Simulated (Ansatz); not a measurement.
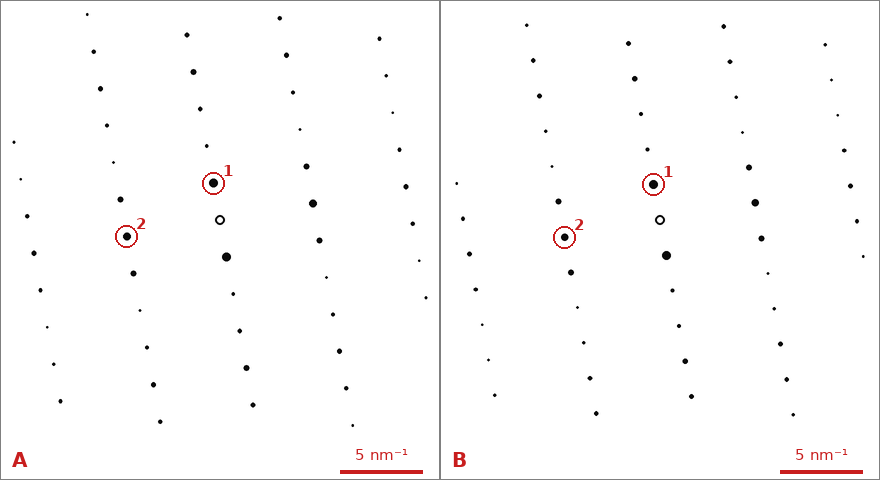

Kinematic electron diffraction patterns (200 kV, B = 0.5 Å², same scale) along [1-10] of the run's own cell, for the start and the end of one relaxation of MnF2 with Ansatz, DFT PBE+U, scalar-relativistic, plane waves, PAW. k mesh 8×8×6. The start is a generated model structure, and the relaxation ends in the nearest stationary point of its symmetry, not necessarily the ground state. Spot 1 is 0 0 -1 and spot 2 is 1 1 0 in both.

Start structure:

```
CELL_PARAMETERS angstrom
3.44798 0.00000 0.00000
-1.72399 2.98603 0.00000
0.00000 0.00000 4.33555
ATOMIC_POSITIONS crystal
Mn 0.00000 0.00000 0.00000
F 0.33333 0.66667 0.22847
F 0.66667 0.33333 0.77153
```

Q: Which pattern belongs to the start structure, and which to the relaxed one?

A: A is the start: its cell gives d(1) = 4.336 Å, d(2) = 1.724 Å and an angle of 90.0°. B is the relaxed structure, with d(1) = 4.544 Å (+4.8 %), d(2) = 1.684 Å (-2.3 %) and 90.0°.

Q: What did the relaxation do to the structure and the energy?

A: The volume changed by +0.0 % to 14.88 Å³ an atom; with the mean shift removed, the atoms moved by up to 0.08 Å relative to the cell (F most); the space group stayed P-3m1 (No. 164); the free energy fell by 21 meV an atom. Relaxed cell: a = 3.368 Å, b = 3.368 Å, c = 4.544 Å, α = 90.00°, β = 90.00°, γ = 120.00°.
